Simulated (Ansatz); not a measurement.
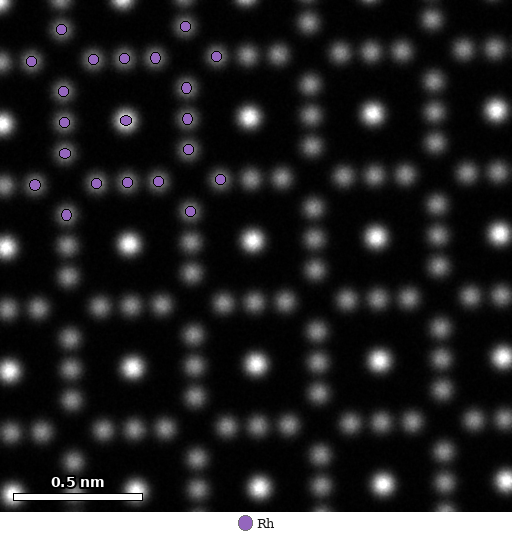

HAADF-like image of Rh (Pm-3n, No. 223) along [001]. Simulated incoherent Z contrast: every atom adds Z^1.6 spread by a probe of 0.66 Å full width; channelling and multiple scattering are left out. Shot noise was added. Model: the end point of a relaxation with Ansatz 0.2.0, DFT, r2SCAN, plane waves (500 eV) with PAW, scalar-relativistic; the starting structure was generated, so it need not be a known form of this composition.

Coloured dots in one corner mark the columns of the model.

What can be read from this image?

The columns repeat on a square net with a repeat of 4.84 Å (plane group p4mm). The brightest columns hold 2 Rh per repeat; in falling brightness follow 1 Rh (about 50 %). Brightness is counted from the darkest point of the image. The shortest distance between visible columns is 1.21 Å in projection (between Rh columns). Along the beam the structure repeats every 4.84 Å.
